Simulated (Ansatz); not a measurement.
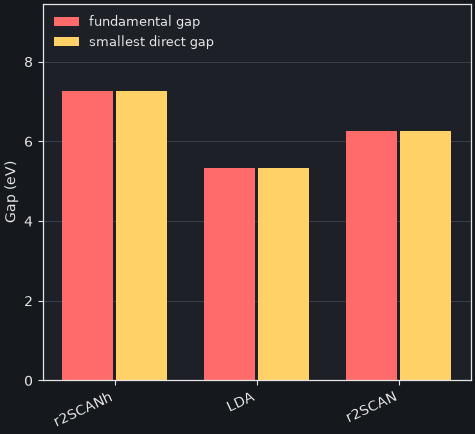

Gaps of NaF, space group F-43m (No. 216), 2 atoms in the cell, zincblende type, at several levels of theory on one cell (Ansatz, plane waves and PAW; edges over the mesh and the special points).

> How does the gap depend on the level, and does its kind change?

In rising order: LDA 5.33 eV, r2SCAN 6.26 eV and r2SCANh 7.27 eV. It is direct at every level.
